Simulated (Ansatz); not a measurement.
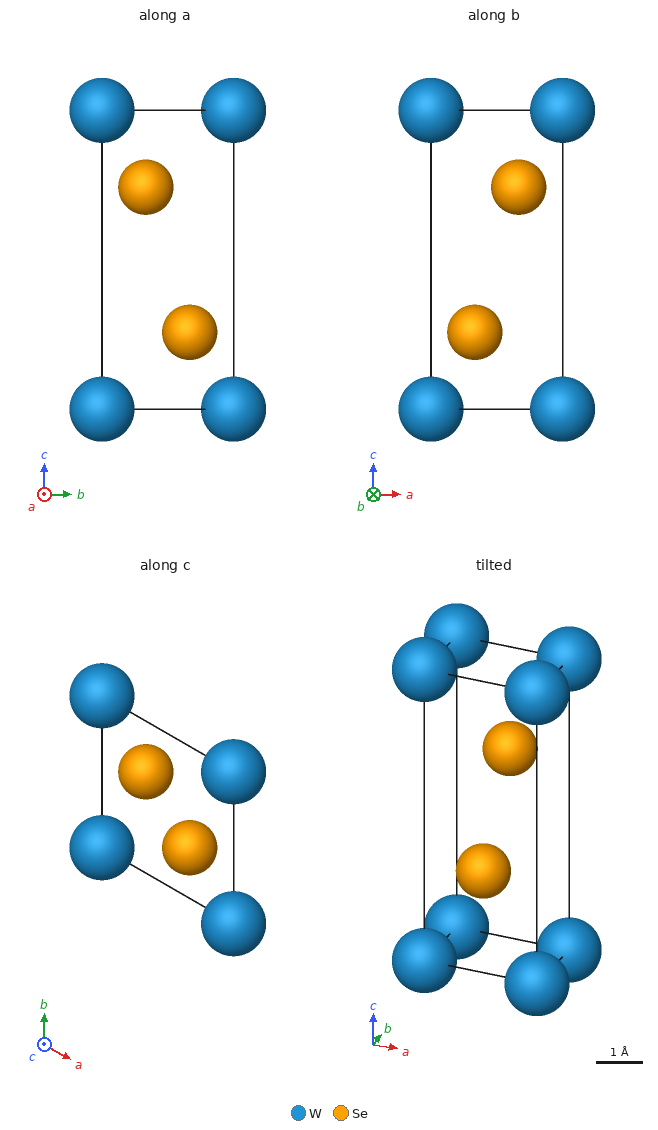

The figure gives a spheres-only picture of the atoms, viewed along the a axis, along the b axis, along the c axis and slightly off an axis. The lines enclose the conventional unit cell; boundary atoms appear with their images.

Lattice parameters: a = 3.3153 Å, b = 3.3153 Å, c = 6.5192 Å, α = 90.000°, β = 90.000°, γ = 120.000°.

Question: Express the structure as a CIF in P1 with every atom of the cell, with free fractional coordinates to two decimals.

Answer:
```cif
data_structure
_symmetry_space_group_name_H-M 'P 1'
_symmetry_Int_Tables_number 1
_cell_length_a 3.3153
_cell_length_b 3.3153
_cell_length_c 6.5192
_cell_angle_alpha 90.000
_cell_angle_beta 90.000
_cell_angle_gamma 120.000
_cell_volume 62.06
loop_
_atom_site_label
_atom_site_type_symbol
_atom_site_fract_x
_atom_site_fract_y
_atom_site_fract_z
_atom_site_occupancy
W1 W 0.00 0.00 0.00 1
Se1 Se 0.3333 0.6667 0.26 1
Se2 Se 0.6667 0.3333 0.74 1
```

The structure comes from a structure type filled with these elements by a generator (whether the compound takes this form wasn't checked). Earlier steps of the study may have refined or changed the cell and positions. It went into a calculation with Ansatz.
